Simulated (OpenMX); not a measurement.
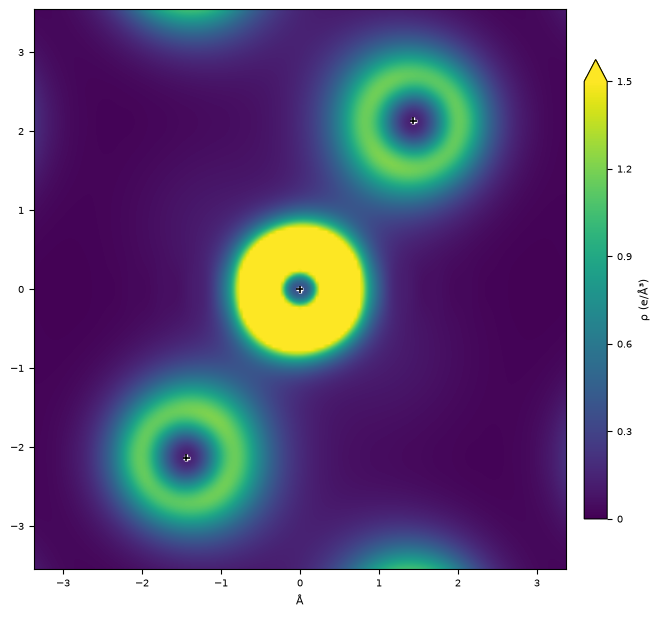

The valence charge density (pseudo) on a plane through atoms (crosses mark nuclei in the plane).

Level of theory: Kohn-Sham DFT of a periodic cell, PBE, OpenMX 2013 PBE set in OpenMX 3.8.5.

Candidates:
A. ZrS$_{2}$, a = 3.69 Å, b = 3.69 Å, c = 6.04 Å, α = 90.00°, β = 90.00°, γ = 120.00°. Space group P-3m1; a structure from a database of computed crystals, not necessarily the ambient phase; not relaxed (largest force 0.5 eV/Å); computed pressure about 3 GPa in this cell.
B. Bi (slab), a = 4.54 Å, b = 4.54 Å, c = 38.66 Å, α = 90.00°, β = 90.00°, γ = 120.00°. 
C. Si, a = 2.61 Å, b = 4.51 Å, c = 2.49 Å, α = 89.93°, β = 90.88°, γ = 90.00°. Space group C2/m; a structure from a database of computed crystals, not necessarily the ambient phase; changed on purpose from its base cell (cell strained at random at fixed volume); computed pressure about 4 GPa in this cell.

Question: Which candidate gave the map?

Answer: Candidate A: ZrS$_{2}$ on the (110) plane of the conventional cell, which holds Zr and S. Zr–S (2.57 Å): ρ at the midpoint is about 0.4 e/Å³.
